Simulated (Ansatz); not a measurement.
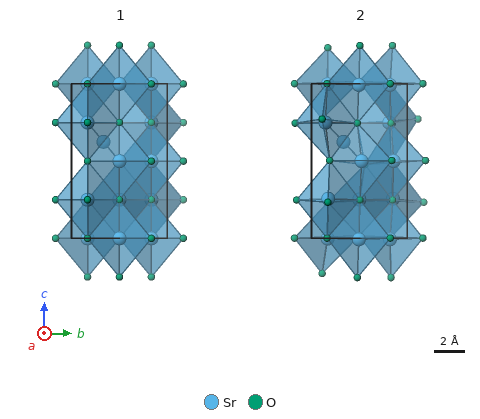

Two geometries of a defect cell of composition Sr₁₁O₁₂ (cell charge −2) (started half-way along a vacancy jump, in the symmetry of that start), drawn at one scale. One is the start of a relaxation, the other its converged end. The picture is a polyhedral view of the cell of the calculation (origin shifted), seen along the a axis.

Computed with Ansatz 0.2.0, DFT PBE, scalar-relativistic, plane waves, PAW. Settings: plane-wave cutoff 420 eV; k-point mesh 3 × 3 × 2; occupations gaussian; smearing width 0.05 eV; no spin polarisation; atoms relaxed in a fixed cell; force threshold 0.02 eV/Å; at most 60 steps.

Which geometry has the lower energy?

Structure 2 is the relaxed one. The largest moves, 0.48 Å, are those of O atoms. Largest moves by element: O 0.48 Å, Sr 0.17 Å. The lattice vectors keep their values. Near-neighbour distances that change, for instance: O–Sr 1.793 → 2.256 Å, Sr–Sr 3.585 → 3.357 Å, Sr–Sr 3.585 → 3.800 Å, O–Sr 2.592 → 2.382 Å. Among the angles between lasting bonds that change: O–Sr–O 90.0° → 104.7°, Sr–O–Sr 136.3° → 122.3°, Sr–O–Sr 90.0° → 100.0°. After 5 geometry steps the energy has fallen by 5.866 eV per cell of the calculation. The largest force component goes from 10 to 0.0032 eV/Å. The run took 55 s on 4 threads of Intel(R) Xeon(R) Platinum 8375C CPU @ 2.90GHz (Ice Lake), on a shared host, peak memory 1.6 GiB.

Limits of the set-up: the periodic images lie only 7.4 Å apart, so the values are limited by the cell's size; the cell is charged, on a uniform background, and energies carry no finite-size correction.
